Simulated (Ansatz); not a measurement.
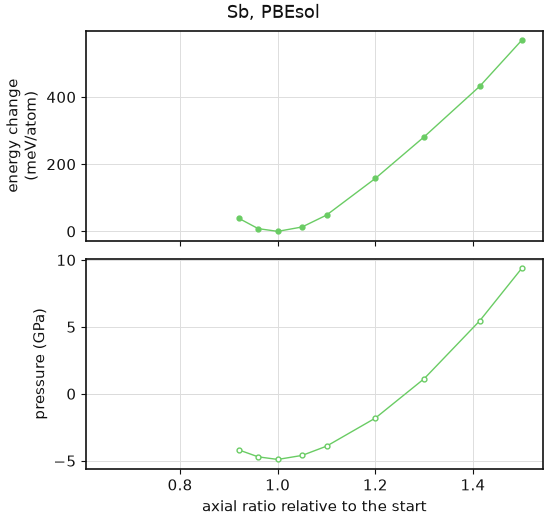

Plotted: energy change and pressure against relative axial ratio for Sb, space group Pm-3m (No. 221).

Structure:
```xyz
1
Lattice="3.1600 0.0000 0.0000 0.0000 3.1600 0.0000 0.0000 0.0000 3.1600" Properties=species:S:1:pos:R:3 pbc="T T T"
Sb    0.0000    0.0000    0.0000
```

Method: deformation of a crystal at fixed volume, lengths along the axis scaled against those across it, fractional coordinates fixed, by plane-wave density functional theory with PAW datasets, free energies less that of the undisturbed cell, pressure positive in compression; scalar-relativistic (Ansatz 0.2.0). Level: PBEsol, no spin polarisation.

- wave cutoff: 420 eV
- k mesh: 16×16×16
- occupations: Gaussian
- smearing width: 0.15 eV
- k shift: (0, 0, 0) (mesh steps)
- start: as given
- path: tetragonal
- axis direction: (0, 0, 1) (Cartesian unit vector)

The points at relative axial ratio 0.650, 0.707, 0.780 and 0.850 are left out of the plot. What values does the calculation give there?

| axial ratio relative to the start | energy change (meV/atom) | pressure (GPa) |
| --- | --- | --- |
| 0.650 | 1682 | 22.2 |
| 0.707 | 1029 | 10.8 |
| 0.780 | 487 | 2.7 |
| 0.850 | 186 | −1.9 |

Note: reference crystal is not relaxed.
